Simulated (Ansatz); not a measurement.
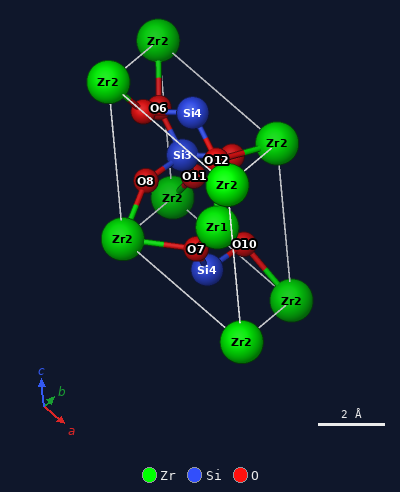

*The structure (ball-and-stick view of the cell of the calculation, seen slightly off an axis; atoms are numbered from 1 in the order of the input).*

**Band-structure calculation of ZrSiO4**

System: ZrSiO4 (12 atoms in the cell).
Method: DFT, r2SCAN, plane waves, PAW, no spin polarisation (Ansatz 0.2.0).

The structure derives from an entry of the Crystallography Open Database. The geometry comes from this level: r2SCAN. Figures and captions count atoms from 1; the log counts them from 0 in places.

**Input file**
```yaml
crystal:
  lattice:
    - [-3.3117828759, 3.3117828759, 2.994283887]
    - [3.3117828759, -3.3117828759, 2.994283887]
    - [3.3117828759, 3.3117828759, -2.994283887]
  atoms:
    - { symbol: Zr, position: [0.75, 0.25, 0.5] }
    - { symbol: Zr, position: [0.0, 0.0, 0.0] }
    - { symbol: Si, position: [0.25, 0.75, 0.5] }
    - { symbol: Si, position: [0.5, 0.5, 0.0] }
    - { symbol: O, position: [0.136876766, 0.3209057099, 0.8159710561] }
    - { symbol: O, position: [0.0709057099, 0.7549346539, 0.6840289439] }
    - { symbol: O, position: [0.5049346539, 0.3209057099, 0.1840289439] }
    - { symbol: O, position: [0.0709057099, 0.386876766, 0.3159710561] }
    - { symbol: O, position: [0.613123234, 0.9290942901, 0.6840289439] }
    - { symbol: O, position: [0.6790942901, 0.863123234, 0.1840289439] }
    - { symbol: O, position: [0.2450653461, 0.9290942901, 0.3159710561] }
    - { symbol: O, position: [0.6790942901, 0.4950653461, 0.8159710561] }
kpoints:
  mp_grid: { grid: [6, 6, 6] }
  band_path:
    path:
      - [0.0, 0.0, 0.0]
      - [0.0, 0.0, 0.5]
      - [-0.5, 0.5, 0.5]
      - [0.4543629875, 0.4543629875, -0.4543629875]
      - [-0.4543629875, 0.5456370125, 0.4543629875]
      - [0.25, 0.25, 0.25]
      - [0.0, 0.5, 0.0]
      - [0.052083, 0.052083, -0.052083]
      - [0.177083, 0.34375, 0.239583]
    npoints: 1
hamiltonian:
  xc: r2scan
scf:
  occupations: { method: fixed }
  n_extra_bands: 7
output:
  forces: true
  stress: true
  eigenvalues: true
  write_density: true
  write_potential: true
  elf: true
  volumetric_format: npy
```

Run on 4 threads of Arm Neoverse V1, 24 GiB of memory available, shared host.

Command:
```bash
ansatz run input.yaml --threads 4 --pin off --max-ram 7372MiB --backend cpu --events-out ev --progress --plain --runs-dir out
```

**Log**
```
scf.n_extra_bands = 7 over 40 filled bands (N_el = 80.0): the run solves 47 bands
Engine: ansatz 0.2.0, aarch64-unknown-linux-gnu
Pseudopotentials: kind: paw
Pseudopotential: Zr, paw, valence charge 12, recommended cutoff 500 eV (meta_gga), Zr.paw.azcp
Pseudopotential: Si, paw, valence charge 4, recommended cutoff 500 eV (meta_gga), Si.paw.azcp
Pseudopotential: O, paw, valence charge 6, recommended cutoff 500 eV (meta_gga), O.paw.azcp
Functional definition: r2SCAN
  parameter k0 = 0.174
  parameter k1 = 0.065
  parameter a1 = 4.9479
  exchange = r2scan_x(k0 = k0, k1 = k1, a1 = a1)
  correlation = r2scan_c
Crystal: 12 atoms, lattice volume = 131.364 Å³
Basis set: ecut = 500 eV, 3291 PW (Γ), exchange–correlation on 180×180×180 points (64 copies of the dense FFT grid, shifted against one another)
Bands: 47, of which v1, the nominal top of the filled ones, is band 40 counted from 1 (39 counted from 0)
Symmetry: 16 space group operations
Space group: I41/amd (ITA 141), of the structure as read, at distance tolerance 5.1e-5 Å
k-points: 30 of 216
Non-local potential: Zr, projectors of the file, l = 0: 3, l = 1: 2, l = 2: 2, l = 3: 2
Non-local potential: Si, projectors of the file, l = 0: 2, l = 1: 2, l = 2: 2
Non-local potential: O, projectors of the file, l = 0: 2, l = 1: 2, l = 2: 1
PAW form: soft (Blöchl's): semilocal exchange-correlation on the pseudo side does not see the compensation charge
PAW frozen core: Zr, regenerated for the run's functional (the file was generated under x = pbe(κ = 0.804, μ = 0.2195149727645171), c = pbe(β = 0.06672455060314922))
PAW frozen core: Si, regenerated for the run's functional (the file was generated under x = pbe(κ = 0.804, μ = 0.2195149727645171), c = pbe(β = 0.06672455060314922))
PAW frozen core: O, regenerated for the run's functional (the file was generated under x = pbe(κ = 0.804, μ = 0.2195149727645171), c = pbe(β = 0.06672455060314922))
PAW one-centre angular grid: Zr, 590 points (default); XC on 160 Gauss nodes
PAW one-centre angular grid: Si, 302 points (default); XC on 160 Gauss nodes
PAW one-centre angular grid: O, 302 points (default); XC on 160 Gauss nodes
Initial density: superposition of atomic densities (neutral atoms: chi_scale 0, normalization atom), corrected by the library's trained network
Initial wavefunctions: pseudopotential atomic-orbital guess
Functional: x = r2scan, c = r2scan; τ floored in thin density (d = 2e-4 eV/Å³)
SCF iter   1: F=—  HF=-14236.851841 eV  |F-HF|=—  |Δ(HF+E_count)|=         —  Δρ=1.15e-2  dr2=2.06e-1  dr2_τ=9.13e-1  ethr=1.77e-3  ⟨swp⟩=5.0  Hψ=5218  notcnv=0  defer=134
preconditioner: auto → Resta (q_TF=auto, 2.512 Å⁻¹)  ε∞=4.0  [insulator: Δε(μ)=5.549 eV  Ē_g=16.422 eV  n_scr=42 (ndim 8)  ℏωp=28.2 eV  f_vac=0.007  ε∞_Penn≈4.0]
SCF iter   2: F=—  HF=-14237.133736 eV  |F-HF|=—  |Δ(HF+E_count)|=   2.82e-1  Δρ=5.98e-3  dr2=2.76e-2  dr2_τ=6.19e-3  ethr=2.58e-4  ⟨swp⟩=2.5  Hψ=2691  notcnv=0  defer=143
SCF iter   3: F=—  HF=-14237.132383 eV  |F-HF|=—  |Δ(HF+E_count)|=   1.35e-3  Δρ=2.07e-3  dr2=3.45e-3  dr2_τ=4.15e-4  ethr=3.46e-5  ⟨swp⟩=3.7  Hψ=2581  notcnv=0  defer=150
SCF iter   4: F=—  HF=-14237.132346 eV  |F-HF|=—  |Δ(HF+E_count)|=   3.70e-5  Δρ=2.90e-4  dr2=8.12e-5  dr2_τ=1.55e-5  ethr=4.31e-6  ⟨swp⟩=2.0  Hψ=2199  notcnv=0  defer=150
SCF iter   5: F=—  HF=-14237.132520 eV  |F-HF|=—  |Δ(HF+E_count)|=   1.74e-4  Δρ=6.50e-5  dr2=5.48e-6  dr2_τ=4.71e-7  ethr=1.02e-7  ⟨swp⟩=2.0  Hψ=2306  notcnv=0  defer=146
SCF iter   6: F=—  HF=-14237.132522 eV  |F-HF|=—  |Δ(HF+E_count)|=   1.74e-6  Δρ=1.88e-5  dr2=4.60e-7  dr2_τ=2.96e-8  ethr=6.85e-9  ⟨swp⟩=2.0  Hψ=2443  notcnv=0  defer=147
SCF iter   7: F=-14237.132522 eV  HF=-14237.132522 eV  |F-HF|=3.66e-9  |Δ(HF+E_count)|=   3.09e-8  Δρ=3.83e-6  dr2=1.72e-8  dr2_τ=1.80e-9  ethr=1.25e-10  ⟨swp⟩=16.6  Hψ=11218  notcnv=0
SCF 1 converged in 7 iterations: F = -14237.132522 eV  dr2 = 1.72e-8
  greatest PAW one-centre occupation: 0.990 electrons in one spin orbital (limit 2), on the Zr atom at site 1 (counted from 0), in its partial waves of l = 1
```

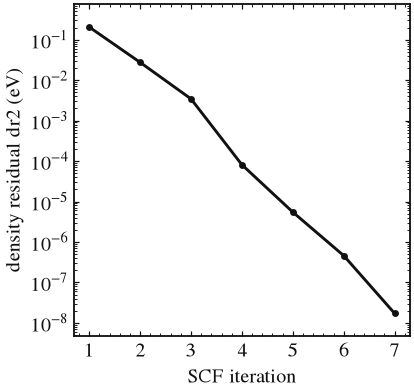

*Convergence of the self-consistent field: density residual dr2 against the SCF iteration.*

The residual falls at every step.

```
NSCF: frozen V_eff on 9 k-points
SCF converged after 7 iterations
Free energy (F): -14237.132522 eV
Harris-Foulkes:  -14237.132522 eV  (|F-HF|=3.66e-9)
Internal energy: -14237.132522 eV  (E = F + TS)
E sigma→0 (E₀):  -14237.132522 eV
Fermi energy:    7.625034 eV
--- Per-component energies (eV) ---
  E_band       = -334.908230
  E_kinetic    = 2187.047692
  E_local      = -4306.647377  (includes V_loc(G=0)·N_el)
  E_nonlocal   = 574.909219
  E_hartree    = 1485.759006
  E_xc         = -1012.254855
  E_vxc        = -1382.743149  (∫ρ·V_xc dr)
  E_paw        = -8261.983785  (= ΣΔE_a)
  E_vpaw       = -463.480550  (= ΣTr[D̂ρ^β])
  E_aug_tail   = 0.008444  (compensation charges beyond the density's cutoff)
  E_vtau       = 84.480951  (kinetic-family band-sum trace: ∫τ·v_τ [+ j·A + Jᵃ·Aᵃ] dr)
  E_ewald      = -4903.232990
  E_core_change = -0.737877  (= ΣΔE_core)
  E_smearing   = -0.000000  (= −TS)
  E_closure    = 0.000000  (closes the sum)
  Σ components = -14237.132522   (vs F -14237.132522, Δ=0.00e0)
--- Forces (eV/Å), atoms counted from 1 ---
  atom   1  Zr    -0.00000000     0.00000000     0.00000000
  atom   2  Zr     0.00000000    -0.00000000     0.00000000
  atom   3  Si     0.00000000     0.00000000     0.00000000
  atom   4  Si     0.00000000     0.00000000     0.00000000
  atom   5  O      0.00000000    -0.00006474     0.00001483
  atom   6  O      0.00006474     0.00000000     0.00001483
  atom   7  O     -0.00000000     0.00006474     0.00001483
  atom   8  O     -0.00006474     0.00000000     0.00001483
  atom   9  O      0.00000000     0.00006474    -0.00001483
  atom  10  O      0.00006474    -0.00000000    -0.00001483
  atom  11  O      0.00000000    -0.00006474    -0.00001483
  atom  12  O     -0.00006474     0.00000000    -0.00001483
  max |Σ_I F_I| component: 7.10e-18 eV/Å
--- Stress (GPa, compression-positive) ---
        0.012230       0.000000      -0.000000
        0.000000       0.012230       0.000000
        0.000000      -0.000000       0.013527
  P = ⅓ Tr σ = 0.0127 GPa (0.127 kbar)
--- Band table (eV; the first three rows and the last of 30) ---
  k-point 0: bands = ["-41.4915", "-41.4629", "-19.0492", "-19.0492", "-18.9329", "-18.8717", "-18.7506", "-18.7506", "-12.3326", "-11.4695", "-10.6079", "-10.4008", "-10.0611", "-10.0611", "-9.8594", "-9.8594", "0.1642", "1.7143", "1.8267", "2.3596", "2.3596", "2.9679", "3.5531", "3.5679", "4.4962", "4.5088", "4.5088", "4.6708", "5.1631", "5.1631", "6.0276", "6.0276", "6.7981", "6.7981", "6.8138", "6.9622", "7.0488", "7.0661", "7.0661", "7.6250", "13.0854", "13.4441", "13.5517", "13.5517", "14.4640", "14.5914", "14.8301"]
  k-point 1: bands = ["-41.4896", "-41.4648", "-19.0624", "-19.0324", "-18.9106", "-18.8954", "-18.7745", "-18.7356", "-12.2302", "-11.4649", "-10.5594", "-10.3835", "-10.1167", "-10.0902", "-9.9616", "-9.9112", "0.3684", "1.8440", "1.9982", "2.3322", "2.3391", "3.2255", "3.6920", "3.7633", "3.9088", "4.1387", "4.6844", "4.9680", "5.0566", "5.0575", "5.9960", "6.1069", "6.7132", "6.7259", "6.7828", "6.8013", "6.8356", "6.9293", "7.0606", "7.5084", "13.0212", "13.2858", "13.5478", "13.5500", "14.5065", "14.6488", "14.6971"]
  k-point 2: bands = ["-41.4843", "-41.4700", "-19.0658", "-18.9844", "-18.9795", "-18.8364", "-18.8257", "-18.7320", "-11.9644", "-11.4934", "-10.4255", "-10.3327", "-10.2367", "-10.1783", "-10.1643", "-10.0513", "0.9066", "1.9633", "2.4312", "2.4565", "2.4635", "3.3429", "3.5165", "3.5603", "4.0232", "4.1367", "4.4730", "4.6884", "5.1092", "5.4150", "5.6277", "6.2167", "6.3304", "6.3443", "6.5485", "6.6878", "6.7386", "6.8255", "6.9921", "7.2324", "12.9388", "13.0337", "13.6308", "13.6500", "14.2574", "14.3092", "15.0515"]
  k-point 29: bands = ["-41.4772", "-41.4772", "-19.0702", "-19.0702", "-18.9054", "-18.9054", "-18.7341", "-18.7341", "-11.8704", "-11.8704", "-10.5504", "-10.5504", "-9.9722", "-9.9722", "-9.9567", "-9.9567", "0.7192", "0.7192", "2.6090", "2.6090", "2.8460", "2.8460", "3.9899", "3.9899", "4.5055", "4.5055", "4.7326", "4.7326", "5.7513", "5.7513", "5.8616", "5.8616", "6.0866", "6.0866", "6.2402", "6.2402", "6.4997", "6.4997", "6.8440", "6.8440", "13.5860", "13.5860", "13.9735", "13.9735", "14.0822", "14.0822", "14.8437"]
```

**File rho_z.tsv**
```
# z_ang	rho[e/angstrom^3]
# format = ansatz-planar-average/11
# lattice	-3.311782876	3.311782876	2.994283887
# lattice	3.311782876	-3.311782876	2.994283887
# lattice	3.311782876	3.311782876	-2.994283887
# sites	12
# site	40	0.000000000	3.311782876	1.497141943
# site	40	0.000000000	0.000000000	0.000000000
# site	14	3.311782876	0.000000000	1.497141943
# site	14	0.000000000	0.000000000	2.994283887
# site	8	3.311782876	2.092855066	-1.072518294
# site	8	4.530710686	0.000000000	0.424623649
# site	8	0.000000000	1.218927810	1.921765593
# site	8	2.092855066	-0.000000000	0.424623649
# site	8	3.311782876	1.218927810	2.569660238
# site	8	1.218927810	0.000000000	4.066802181
# site	8	3.311782876	-1.218927810	2.569660238
# site	8	2.092855066	3.311782876	1.072518294
0.000000	4.396799e-1
0.123531	4.465913e-1
0.247063	4.659639e-1
0.370594	4.965265e-1
0.494126	5.378955e-1
0.617657	5.867894e-1
0.741189	6.366031e-1
0.864720	6.801861e-1
0.988252	7.136702e-1
1.111783	7.382917e-1
1.235315	7.557907e-1
1.358846	7.643020e-1
1.482378	7.613754e-1
1.605909	7.479692e-1
1.729441	7.269102e-1
1.852972	6.982077e-1
1.976503	6.595410e-1
2.100035	6.120550e-1
2.223566	5.617642e-1
2.347098	5.159653e-1
2.470629	4.798471e-1
2.594161	4.548495e-1
2.717692	4.414393e-1
2.841224	4.414393e-1
2.964755	4.548495e-1
3.088287	4.798471e-1
3.211818	5.159653e-1
3.335350	5.617642e-1
3.458881	6.120550e-1
3.582413	6.595410e-1
3.705944	6.982077e-1
3.829475	7.269102e-1
3.953007	7.479692e-1
4.076538	7.613754e-1
4.200070	7.643020e-1
4.323601	7.557907e-1
4.447133	7.382917e-1
4.570664	7.136702e-1
4.694196	6.801861e-1
4.817727	6.366031e-1
4.941259	5.867894e-1
5.064790	5.378955e-1
5.188322	4.965265e-1
5.311853	4.659639e-1
5.435385	4.465913e-1
```

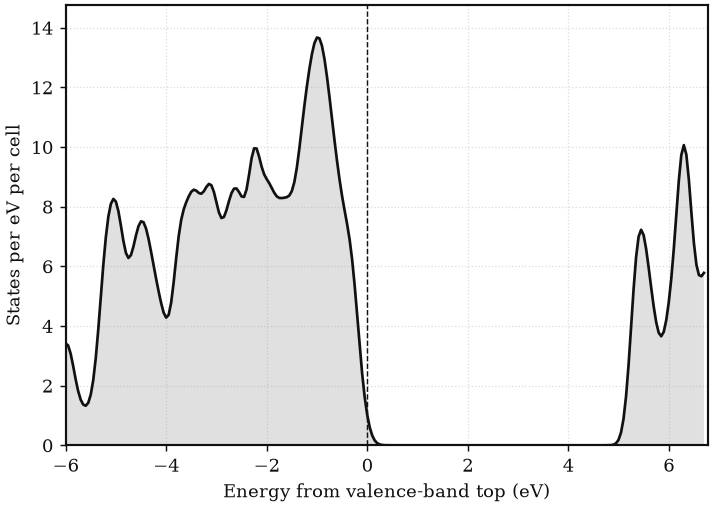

*Density of states (the curve is built from the levels of the k mesh with Gaussians 0.3 eV wide, which also blur the band edges), with energies from the valence-band top.*

There is a gap of 5.25 eV on the k-point mesh. Small ripples come from the finite k-point mesh.

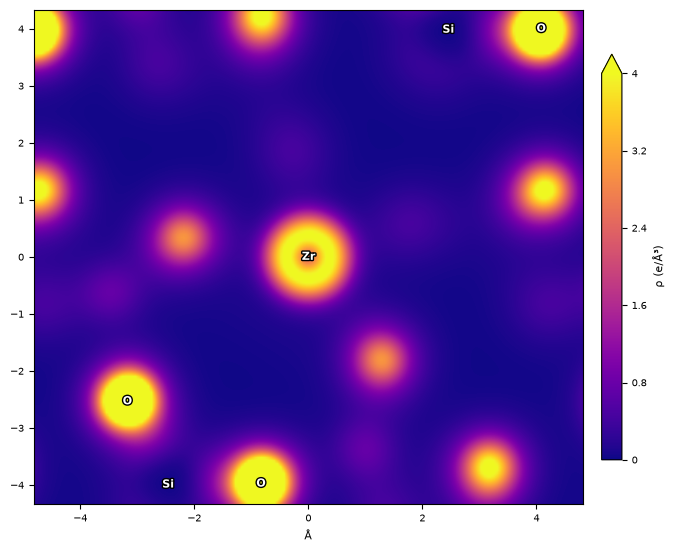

*Valence electron density on the (111) plane of the conventional cell.*

Atoms in the plane: Zr, Si and O. Si–O (1.62 Å): the density is about 1.3 e/Å³ at the midpoint. Away from the nuclei the density in this plane falls to 0.03 e/Å³ at its lowest. Core electrons are frozen (PAW), so the fields are smoothed inside the atomic spheres.

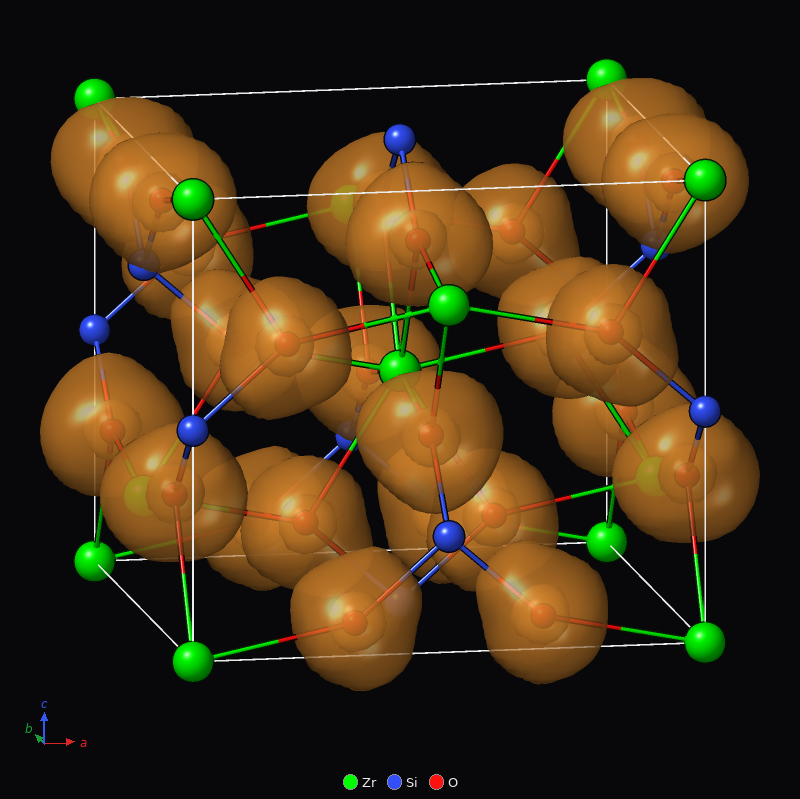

*Isosurface of the electron localisation function at 0.7 (orange), seen slightly off an axis. Core shells and regions of very low density are left out. Sticks mark near contacts. The outline is the cell set on symmetry axes.*

Values along the shortest contacts: Si–O (1.62 Å): the ELF peaks at about 0.85 between the atoms (a shared but strongly polarised pair). Zr–O (2.14 Å): the ELF peaks at about 0.85 in the valence shell of O, 0.6 Å from its nucleus, and drops to about 0.20 between the two atoms.

**Results in brief**

```tsv
quantity	value
outcome	converged
space group (tolerance 0.01 Å)	I4₁/amd (141)
electrons treated	80
free energy	−14237.1325 eV
Fermi energy	7.625 eV
gap on the k-point mesh	5.25 eV
pressure	0.01 GPa
largest force (length of the vector)	under 0.001 eV/Å
wall time	9.6 s (CPU time 37 s)
peak memory	0.98 GiB
```
